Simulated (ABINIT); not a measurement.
**MoS2: band-structure run (part 2 of 2)**

The same run, continued: MoS2 (R3m, 3 atoms in the cell); Kohn-Sham DFT of a periodic cell, TB-mBJ, JTH PAW LDA v2.0, no spin polarisation (ABINIT 10.8.3); cutoff 653.07 eV, 7×7×7 k-mesh, fermi-dirac of 0.05 eV. The structure derives from an entry of the Crystallography Open Database.

Geometry of the input (Å; fractional positions):
```
1.5800  0.9122  6.1500
-1.5800  0.9122  6.1500
0.0000  -1.8244  6.1500
Mo 0.0000  0.0000  0.0000
S  0.4170  0.4170  0.4170
S  0.2500  0.2500  0.2500
```

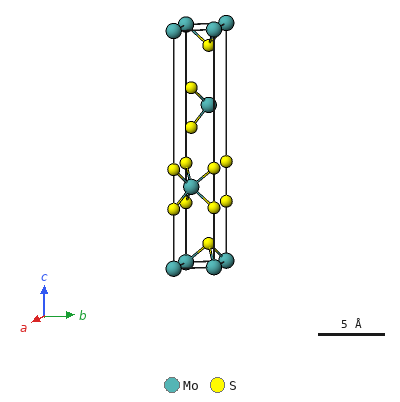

Fig. 1: The input geometry (ball-and-stick view of the cell 3 times as large as that of the calculation, set on its symmetry axes, seen slightly off an axis). An atom can appear more than once, as a periodic image.

## Output, continued
```
--- !DatasetInfo
iteration_state: {dtset: 2, }
dimensions: {natom: 3, nkpt: 14, mband: 23, nsppol: 1, nspinor: 1, nspden: 1, mpw: 2037, }
cutoff_energies: {ecut:  24.0, pawecutdg:  46.0, }
electrons: {nelect:   2.60000000E+01, charge:   0.00000000E+00, occopt:   3.00000000E+00, tsmear:   1.83746611E-03, }
meta: {optdriver: 0, ionmov: 0, optcell: 0, iscf: -2, paral_kgb: 0, }
...

 mkfilename : getden/=0, take file _DEN from output of DATASET   1.

 mkfilename : getkden/=0, take file _KDEN from output of DATASET   1.

 Real(R)+Recip(G) space primitive vectors, cartesian coordinates (Bohr,Bohr^-1):
 R(1)=  2.9857673  1.7238335 11.6218157  G(1)=  0.1674611  0.0966837  0.0286817
 R(2)= -2.9857673  1.7238335 11.6218157  G(2)= -0.1674611  0.0966837  0.0286817
 R(3)=  0.0000000 -3.4476671 11.6218157  G(3)=  0.0000000 -0.1933675  0.0286817
 Unit cell volume ucvol=  3.5890253E+02 bohr^3
 Angles (23,13,12)=  2.85174998E+01  2.85174998E+01  2.85174998E+01 degrees

 Coarse grid specifications (used for wave-functions):

 getcut: wavevector=  0.0000  0.0000  0.0000  ngfft=  54  54  54
         ecut(hartree)=     24.000   => boxcut(ratio)=   2.02055

 Fine grid specifications (used for densities):

 getcut: wavevector=  0.0000  0.0000  0.0000  ngfft=  75  75  75
         ecut(hartree)=     46.000   => boxcut(ratio)=   2.00044
--------------------------------------------------------------------------------

================================================================================
 Non-SCF case, kpt    1 (  0.00000  0.00000  0.00000), residuals and eigenvalues=
  7.85E-12  5.96E-12  3.11E-12  3.86E-12  7.08E-12  7.45E-12  5.31E-12  2.75E-12
  3.39E-12  3.89E-12  6.08E-12  4.71E-12  2.42E-12  5.33E-12  8.59E-12  3.16E-12
  4.86E-12  6.39E-12  4.53E-12  7.05E-12  8.98E-12  2.97E-08  3.64E-09
 -1.9524E+00 -9.9904E-01 -9.9234E-01 -9.9234E-01 -2.4476E-01 -1.8284E-01
  6.4302E-02  1.8667E-01  1.8667E-01  2.2505E-01  2.2505E-01  2.6523E-01
  2.7434E-01  3.9401E-01  3.9401E-01  4.0736E-01  4.0736E-01  5.4034E-01
  6.2356E-01  6.5210E-01  6.8902E-01  6.8902E-01  7.5307E-01
 Non-SCF case, kpt    2 (  0.06250  0.00000  0.00000), residuals and eigenvalues=
  6.05E-12  7.80E-12  6.06E-12  8.15E-12  5.22E-12  5.01E-12  5.07E-12  5.30E-12
  8.76E-12  7.42E-12  4.72E-12  3.78E-12  6.18E-12  7.92E-12  9.62E-12  8.04E-12
  6.46E-12  8.14E-12  5.50E-12  2.53E-11  2.74E-08  1.04E-07  7.23E-05
 -1.9523E+00 -9.9892E-01 -9.9291E-01 -9.9247E-01 -2.4254E-01 -1.8221E-01
  6.6812E-02  1.8219E-01  1.8899E-01  2.1672E-01  2.2156E-01  2.6753E-01
  2.7565E-01  3.9231E-01  3.9767E-01  4.0059E-01  4.0504E-01  5.5059E-01
  6.3302E-01  6.5050E-01  6.9060E-01  6.9571E-01  7.3903E-01
 Non-SCF case, kpt    3 (  0.12500  0.00000  0.00000), residuals and eigenvalues=
  3.51E-12  7.77E-12  8.71E-12  7.26E-12  7.44E-12  8.36E-12  2.67E-12  2.19E-12
  8.82E-12  1.71E-12  3.25E-12  3.36E-12  7.99E-12  4.19E-12  2.92E-12  5.90E-12
  5.68E-12  7.07E-12  7.51E-12  6.26E-12  4.62E-09  5.43E-08  1.04E-06
 -1.9522E+00 -9.9858E-01 -9.9455E-01 -9.9284E-01 -2.3608E-01 -1.8040E-01
  7.3728E-02  1.7059E-01  1.9570E-01  1.9927E-01  2.1248E-01  2.6763E-01
  2.7628E-01  3.8489E-01  3.9287E-01  3.9805E-01  4.0792E-01  5.7627E-01
  6.4361E-01  6.5619E-01  6.9378E-01  7.1332E-01  7.1449E-01
 Non-SCF case, kpt    4 (  0.18750  0.00000  0.00000), residuals and eigenvalues=
  8.24E-12  2.44E-12  8.38E-12  6.11E-12  3.22E-12  1.82E-12  3.22E-12  7.86E-12
  4.46E-12  1.54E-12  4.89E-12  2.54E-12  5.60E-12  4.36E-12  7.02E-12  6.19E-12
  5.19E-12  6.57E-12  3.60E-12  8.00E-12  3.71E-09  3.55E-07  7.25E-05
 -1.9519E+00 -9.9807E-01 -9.9698E-01 -9.9339E-01 -2.2596E-01 -1.7756E-01
  8.2873E-02  1.5620E-01  1.7956E-01  2.0054E-01  2.0613E-01  2.6231E-01
  2.7016E-01  3.7147E-01  3.9001E-01  4.0075E-01  4.1970E-01  6.0096E-01
  6.4222E-01  6.6054E-01  6.8982E-01  7.1077E-01  7.4186E-01
 Non-SCF case, kpt    5 (  0.25000  0.00000  0.00000), residuals and eigenvalues=
  3.08E-12  5.42E-12  3.17E-12  5.83E-12  5.42E-12  4.98E-12  4.81E-12  7.68E-12
  3.82E-12  5.69E-12  4.17E-12  2.95E-12  2.22E-12  5.18E-12  4.74E-12  9.25E-12
  8.22E-12  9.03E-12  9.16E-12  1.12E-11  1.35E-09  3.53E-07  1.55E-04
 -1.9516E+00 -9.9981E-01 -9.9747E-01 -9.9404E-01 -2.1317E-01 -1.7400E-01
  8.9515E-02  1.4396E-01  1.6034E-01  1.8853E-01  2.1862E-01  2.5179E-01
  2.6012E-01  3.6670E-01  3.8240E-01  4.1474E-01  4.3059E-01  6.0148E-01
  6.2993E-01  6.5390E-01  6.8814E-01  7.2155E-01  7.6762E-01
 Non-SCF case, kpt    6 (  0.31250  0.00000  0.00000), residuals and eigenvalues=
  6.74E-12  2.07E-12  4.12E-12  4.02E-12  6.35E-12  2.93E-12  6.30E-12  7.13E-12
  5.15E-12  9.73E-12  5.47E-12  3.85E-12  2.50E-12  3.66E-12  2.43E-12  9.54E-12
  6.49E-12  5.03E-12  3.84E-12  5.24E-12  6.89E-09  2.69E-06  4.57E-05
 -1.9513E+00 -1.0026E+00 -9.9686E-01 -9.9468E-01 -1.9919E-01 -1.7019E-01
  8.8260E-02  1.3511E-01  1.4517E-01  1.7793E-01  2.3147E-01  2.4030E-01
  2.5309E-01  3.7071E-01  3.7702E-01  4.2949E-01  4.3874E-01  5.8850E-01
  6.1113E-01  6.2023E-01  7.0023E-01  7.3450E-01  7.6993E-01
 Non-SCF case, kpt    7 (  0.37500  0.00000  0.00000), residuals and eigenvalues=
  2.80E-12  2.82E-12  4.27E-12  5.46E-12  3.24E-12  5.91E-12  5.83E-12  1.60E-12
  6.77E-12  8.45E-12  2.53E-12  6.39E-12  4.97E-12  7.62E-12  3.59E-12  5.56E-12
  4.16E-12  7.35E-12  5.30E-12  3.19E-12  8.68E-09  3.06E-06  8.28E-06
 -1.9511E+00 -1.0050E+00 -9.9634E-01 -9.9523E-01 -1.8607E-01 -1.6676E-01
  8.1012E-02  1.2381E-01  1.3767E-01  1.6978E-01  2.3183E-01  2.4239E-01
  2.5416E-01  3.7455E-01  3.7954E-01  4.4115E-01  4.4386E-01  5.6375E-01
  5.8665E-01  6.0766E-01  6.9386E-01  7.4053E-01  7.5273E-01
 Non-SCF case, kpt    8 (  0.43750  0.00000  0.00000), residuals and eigenvalues=
  5.99E-12  3.42E-12  3.08E-12  3.65E-12  6.37E-12  8.92E-12  7.15E-12  3.82E-12
  3.61E-12  9.60E-12  9.87E-12  8.58E-12  2.47E-12  3.63E-12  3.91E-12  7.62E-12
  5.92E-12  6.94E-12  5.24E-12  1.25E-11  7.50E-09  6.96E-07  1.30E-06
 -1.9509E+00 -1.0065E+00 -9.9600E-01 -9.9559E-01 -1.7639E-01 -1.6440E-01
  7.3952E-02  1.1481E-01  1.3247E-01  1.6470E-01  2.2687E-01  2.4953E-01
  2.6087E-01  3.7427E-01  3.8882E-01  4.4651E-01  4.4807E-01  5.3390E-01
  5.7663E-01  6.0393E-01  6.8509E-01  7.3619E-01  7.3873E-01
 Non-SCF case, kpt    9 (  0.50000  0.00000  0.00000), residuals and eigenvalues=
  5.41E-12  6.83E-12  7.38E-12  6.02E-12  5.02E-12  8.87E-12  1.74E-12  1.35E-12
  3.77E-12  5.29E-12  7.93E-12  4.40E-12  8.83E-12  4.39E-12  7.78E-12  9.12E-12
  4.89E-12  3.21E-12  7.04E-12  1.12E-11  5.38E-09  2.18E-07  3.03E-07
 -1.9509E+00 -1.0071E+00 -9.9588E-01 -9.9572E-01 -1.7275E-01 -1.6360E-01
  7.1129E-02  1.1157E-01  1.3027E-01  1.6297E-01  2.2524E-01  2.5198E-01
  2.6462E-01  3.7449E-01  3.9316E-01  4.4731E-01  4.5026E-01  5.2126E-01
  5.7393E-01  6.0306E-01  6.8120E-01  7.2984E-01  7.3765E-01
 Non-SCF case, kpt   10 (  0.50000  0.03627 -0.03627), residuals and eigenvalues=
  5.91E-12  8.47E-12  9.05E-12  6.87E-12  4.50E-12  7.35E-12  6.04E-12  8.78E-12
  5.63E-12  4.00E-12  5.79E-12  2.36E-12  4.14E-12  4.78E-12  2.28E-12  4.68E-12
  6.41E-12  5.45E-12  5.71E-12  2.04E-11  7.02E-09  6.52E-07  8.03E-06
 -1.9508E+00 -1.0068E+00 -9.9620E-01 -9.9584E-01 -1.7173E-01 -1.6311E-01
  7.3991E-02  1.0833E-01  1.3059E-01  1.6487E-01  2.2429E-01  2.3910E-01
  2.6938E-01  3.7430E-01  3.9401E-01  4.3892E-01  4.5473E-01  5.2436E-01
  5.8792E-01  6.1178E-01  6.8551E-01  7.1037E-01  7.4607E-01
 Non-SCF case, kpt   11 (  0.50000  0.07253 -0.07253), residuals and eigenvalues=
  7.47E-12  5.71E-12  4.49E-12  4.34E-12  3.17E-12  2.52E-12  9.71E-12  3.57E-12
  8.15E-12  8.42E-12  6.78E-12  6.26E-12  9.64E-12  2.91E-12  5.65E-12  7.33E-12
  9.28E-12  3.50E-12  5.12E-12  1.37E-10  4.84E-08  5.17E-07  2.39E-05
 -1.9508E+00 -1.0061E+00 -9.9751E-01 -9.9573E-01 -1.6896E-01 -1.6185E-01
  8.2228E-02  1.0004E-01  1.3218E-01  1.6993E-01  2.1338E-01  2.2142E-01
  2.7436E-01  3.7100E-01  3.9862E-01  4.2468E-01  4.6381E-01  5.3249E-01
  6.1964E-01  6.3379E-01  6.7800E-01  7.0121E-01  7.4994E-01
 Non-SCF case, kpt   12 (  0.50000  0.10880 -0.10880), residuals and eigenvalues=
  4.40E-12  3.26E-12  9.83E-12  7.57E-12  4.21E-12  6.96E-12  8.71E-12  2.16E-12
  6.61E-12  9.18E-12  5.01E-12  2.74E-12  4.84E-12  5.25E-12  3.79E-12  9.64E-12
  7.77E-12  9.07E-12  6.42E-12  8.86E-12  1.81E-11  3.53E-07  2.16E-07
 -1.9507E+00 -1.0051E+00 -9.9934E-01 -9.9560E-01 -1.6533E-01 -1.6042E-01
  9.0298E-02  9.5196E-02  1.3467E-01  1.7656E-01  1.8594E-01  2.1341E-01
  2.8023E-01  3.6300E-01  4.0524E-01  4.1675E-01  4.7286E-01  5.4370E-01
  6.4098E-01  6.4908E-01  6.6692E-01  7.2950E-01  7.4379E-01
 Non-SCF case, kpt   13 (  0.50000  0.14507 -0.14507), residuals and eigenvalues=
  6.71E-12  1.84E-12  2.15E-12  6.70E-12  3.96E-12  9.87E-12  2.12E-12  6.38E-12
  1.51E-12  6.85E-12  2.32E-12  8.38E-12  8.59E-12  9.12E-12  4.99E-12  4.03E-12
  8.22E-12  6.44E-12  9.61E-12  1.60E-10  1.36E-07  2.03E-06  3.13E-04
 -1.9507E+00 -1.0039E+00 -1.0011E+00 -9.9550E-01 -1.6217E-01 -1.5963E-01
  8.4198E-02  1.0918E-01  1.3664E-01  1.6154E-01  1.8253E-01  2.0525E-01
  2.8706E-01  3.5445E-01  4.0534E-01  4.2261E-01  4.7764E-01  5.5531E-01
  6.0949E-01  6.6536E-01  7.0221E-01  7.2271E-01  7.7631E-01
 Non-SCF case, kpt   14 (  0.50000  0.18133 -0.18133), residuals and eigenvalues=
  5.56E-12  9.69E-12  8.08E-12  3.45E-12  7.33E-12  7.30E-12  5.48E-12  7.60E-12
  2.04E-12  5.24E-12  5.74E-12  7.15E-12  7.15E-12  4.51E-12  3.84E-12  3.96E-12
  5.03E-12  7.38E-12  4.61E-12  8.15E-09  1.65E-06  8.30E-07  2.32E-04
 -1.9507E+00 -1.0037E+00 -1.0014E+00 -9.9549E-01 -1.6119E-01 -1.6027E-01
  8.3632E-02  1.1381E-01  1.4103E-01  1.5308E-01  1.7664E-01  2.0778E-01
  2.8836E-01  3.5392E-01  4.0623E-01  4.2716E-01  4.7692E-01  5.6304E-01
  5.8962E-01  6.7130E-01  7.1387E-01  7.2321E-01  7.5866E-01

Result for kinetic energy density :

--------------------------------------------------------------------------------
 Total kinetic energy density [Ha/Bohr^3]
)     Maximum=    5.0961E-01  at reduced coord.    0.0000    0.0133    0.0133
)     Minimum=    1.0627E-03  at reduced coord.    0.8400    0.8267    0.8267
   Integrated=    1.8609E+01
--------------------------------------------------------------------------------

--- !ResultsGS
iteration_state: {dtset: 2, }
comment   : Summary of ground state results
lattice_vectors:
- [  2.9857673,   1.7238335,  11.6218157, ]
- [ -2.9857673,   1.7238335,  11.6218157, ]
- [  0.0000000,  -3.4476671,  11.6218157, ]
lattice_lengths: [  12.12242,   12.12242,   12.12242, ]
lattice_angles: [ 28.517,  28.517,  28.517, ] # degrees, (23, 13, 12)
lattice_volume:   3.5890253E+02
convergence: {deltae:  0.000E+00, res2:  0.000E+00, residm:  9.872E-12, diffor:  0.000E+00, }
etotal    :  -7.48343112E+01
entropy   :   0.00000000E+00
fermie    :   3.33467783E-01
cartesian_stress_tensor: null
pressure_GPa: null
xred      :
- [  0.0000E+00,   0.0000E+00,   0.0000E+00, Mo]
- [  4.1700E-01,   4.1700E-01,   4.1700E-01,  S]
- [  2.5000E-01,   2.5000E-01,   2.5000E-01,  S]
cartesian_forces: null
force_length_stats: {min: null, max: null, mean: null, }
...

 Integrated electronic density in atomic spheres:
 ------------------------------------------------
 Atom  Sphere_radius  Integrated_density
    1        2.20740         11.32512164
    2        1.90380          3.61219774
    3        1.90380          3.61480809

================================================================================

 ----iterations are completed or convergence reached----

 Mean square residual over all n,k,spin=   56.307E-13; max=  98.725E-13
 reduced coordinates (array xred) for    3 atoms
       0.000000000000      0.000000000000      0.000000000000
       0.417000000000      0.417000000000      0.417000000000
       0.250000000000      0.250000000000      0.250000000000

 cartesian coordinates (angstrom) at end:
    1      0.00000000000000     0.00000000000000     0.00000000000000
    2      0.00000000000000     0.00000000001186     7.69364999973191
    3      0.00000000000000     0.00000000000711     4.61249999983927
 length scales= 12.122417576345 12.122417576345 12.122417576156 bohr
              =  6.414907118100  6.414907118100  6.414907118000 angstroms
 Eigenvalues (   eV  ) for nkpt=  14  k points:
 kpt#   1, nband= 23, wtk=  1.00000, kpt=  0.0000  0.0000  0.0000 (reduced coord)
 -53.12675  -27.18534  -27.00285  -27.00285   -6.66025   -4.97543    1.74974    5.07954
   5.07954    6.12394    6.12394    7.21718    7.46520   10.72151   10.72151   11.08494
  11.08494   14.70352   16.96803   17.74464   18.74925   18.74925   20.49219
 kpt#   2, nband= 23, wtk=  1.00000, kpt=  0.0625  0.0000  0.0000 (reduced coord)
 -53.12520  -27.18208  -27.01856  -27.00638   -6.59995   -4.95820    1.81804    4.95768
   5.14276    5.89712    6.02902    7.27988    7.50079   10.67536   10.82113   10.90052
  11.02182   14.98232   17.22538   17.70103   18.79208   18.93132   20.10992
 kpt#   3, nband= 23, wtk=  1.00000, kpt=  0.1250  0.0000  0.0000 (reduced coord)
 -53.12078  -27.17282  -27.06309  -27.01645   -6.42412   -4.90900    2.00624    4.64211
   5.32525    5.42252    5.78194    7.28252    7.51806   10.47349   10.69059   10.83139
  11.10017   15.68105   17.51345   17.85585   18.87871   19.41034   19.44225
 kpt#   4, nband= 23, wtk=  1.00000, kpt=  0.1875  0.0000  0.0000 (reduced coord)
 -53.11415  -27.15892  -27.12918  -27.03148   -6.14880   -4.83172    2.25508    4.25041
   4.88595    5.45690    5.60906    7.13781    7.35141   10.10814   10.61272   10.90484
  11.42064   16.35288   17.47573   17.97429   18.77097   19.34116   20.18691
 kpt#   5, nband= 23, wtk=  1.00000, kpt=  0.2500  0.0000  0.0000 (reduced coord)
 -53.10631  -27.20625  -27.14245  -27.04914   -5.80067   -4.73489    2.43584    3.91734
   4.36313    5.13028    5.94902    6.85151    7.07821    9.97850   10.40568   11.28558
  11.71696   16.36699   17.14127   17.79343   18.72536   19.63439   20.88807
 kpt#   6, nband= 23, wtk=  1.00000, kpt=  0.3125  0.0000  0.0000 (reduced coord)
 -53.09847  -27.28241  -27.12595  -27.06674   -5.42021   -4.63114    2.40167    3.67648
   3.95030    4.84159    6.29857    6.53880    6.88697   10.08754   10.25913   11.68698
  11.93873   16.01383   16.62971   16.87723   19.05413   19.98673   20.95089
 kpt#   7, nband= 23, wtk=  1.00000, kpt=  0.3750  0.0000  0.0000 (reduced coord)
 -53.09181  -27.34628  -27.11191  -27.08160   -5.06312   -4.53769    2.20445    3.36904
   3.74618    4.62003    6.30835    6.59568    6.91597   10.19192   10.32776   12.00439
  12.07813   15.34036   15.96354   16.53526   18.88082   20.15096   20.48293
 kpt#   8, nband= 23, wtk=  1.00000, kpt=  0.4375  0.0000  0.0000 (reduced coord)
 -53.08735  -27.38861  -27.10253  -27.09151   -4.79992   -4.47352    2.01235    3.12414
   3.60474    4.48162    6.17352    6.79012    7.09854   10.18439   10.58036   12.15015
  12.19251   14.52803   15.69095   16.43366   18.64234   20.03270   20.10200
 kpt#   9, nband= 23, wtk=  1.00000, kpt=  0.5000  0.0000  0.0000 (reduced coord)
 -53.08578  -27.40343  -27.09924  -27.09498   -4.70071   -4.45184    1.93551    3.03601
   3.54475    4.43466    6.12898    6.85679    7.20081   10.19044   10.69847   12.17185
  12.25223   14.18433   15.61738   16.41020   18.53636   19.86005   20.07257
 kpt#  10, nband= 23, wtk=  1.00000, kpt=  0.5000  0.0363 -0.0363 (reduced coord)
 -53.08527  -27.39706  -27.10795  -27.09815   -4.67299   -4.43842    2.01341    2.94794
   3.55348    4.48636    6.10313    6.50633    7.33029   10.18530   10.72146   11.94366
  12.37396   14.26843   15.99806   16.64732   18.65358   19.33002   20.30160
 kpt#  11, nband= 23, wtk=  1.00000, kpt=  0.5000  0.0725 -0.0725 (reduced coord)
 -53.08390  -27.37863  -27.14371  -27.09530   -4.59773   -4.40423    2.23753    2.72220
   3.59676    4.62412    5.80628    6.02512    7.46563   10.09537   10.84690   11.55604
  12.62104   14.48978   16.86131   17.24639   18.44926   19.08093   20.40700
 kpt#  12, nband= 23, wtk=  1.00000, kpt=  0.5000  0.1088 -0.1088 (reduced coord)
 -53.08221  -27.35026  -27.19343  -27.09176   -4.49878   -4.36522    2.45713    2.59041
   3.66449    4.80440    5.05974    5.80730    7.62537    9.87763   11.02725   11.34033
  12.86720   14.79495   17.44183   17.66241   18.14780   19.85061   20.23952
 kpt#  13, nband= 23, wtk=  1.00000, kpt=  0.5000  0.1451 -0.1451 (reduced coord)
 -53.08091  -27.31776  -27.24200  -27.08904   -4.41284   -4.34363    2.29113    2.97091
   3.71824    4.39576    4.96677    5.58524    7.81129    9.64499   11.02973   11.49981
  12.99726   15.11075   16.58512   18.10540   19.10798   19.66586   21.12448
 kpt#  14, nband= 23, wtk=  1.00000, kpt=  0.5000  0.1813 -0.1813 (reduced coord)
 -53.08079  -27.31210  -27.24918  -27.08878   -4.38608   -4.36111    2.27575    3.09690
   3.83775    4.16542    4.80655    5.65393    7.84658    9.63064   11.05405   11.62363
  12.97753   15.32119   16.04449   18.26697   19.42532   19.67956   20.64411

== END DATASET(S) ==============================================================
================================================================================

 -outvars: echo values of variables after computation  --------
            acell      1.2122417576E+01  1.2122417576E+01  1.2122417576E+01 Bohr
           etotal1    -7.4834311218E+01
            fcart1     9.9999999999E+99  9.9999999999E+99  9.9999999999E+99
                       9.9999999999E+99  9.9999999999E+99  9.9999999999E+99
                       9.9999999999E+99  9.9999999999E+99  9.9999999999E+99
            rprim      2.4630130580E-01  1.4220212520E-01  9.5870444990E-01
                      -2.4630130580E-01  1.4220212520E-01  9.5870444990E-01
                       0.0000000000E+00 -2.8440425040E-01  9.5870444990E-01
           strten1     9.9999999999E+99  9.9999999999E+99  9.9999999999E+99
                       9.9999999999E+99  9.9999999999E+99  9.9999999999E+99
           xangst      0.0000000000E+00  0.0000000000E+00  0.0000000000E+00
                       4.7842516902E-17  1.1859794830E-11  7.6936499997E+00
                       0.0000000000E+00  7.1100996618E-12  4.6124999998E+00
             xred      0.0000000000E+00  0.0000000000E+00  0.0000000000E+00
                       4.1700000000E-01  4.1700000000E-01  4.1700000000E-01
                       2.5000000000E-01  2.5000000000E-01  2.5000000000E-01
 Calculation completed.
```

## Summary

| quantity | value |
| --- | --- |
| outcome | converged |
| space group (tolerance 0.01 Å) | R3m (160) |
| electrons treated | 26 |
| Fermi energy | 9.074 eV |
| gap on the k-point mesh | 1.31 eV |
| gap on the band path | 1.78 eV |
| wall time | 26 min |
| peak memory | 0.36 GiB |
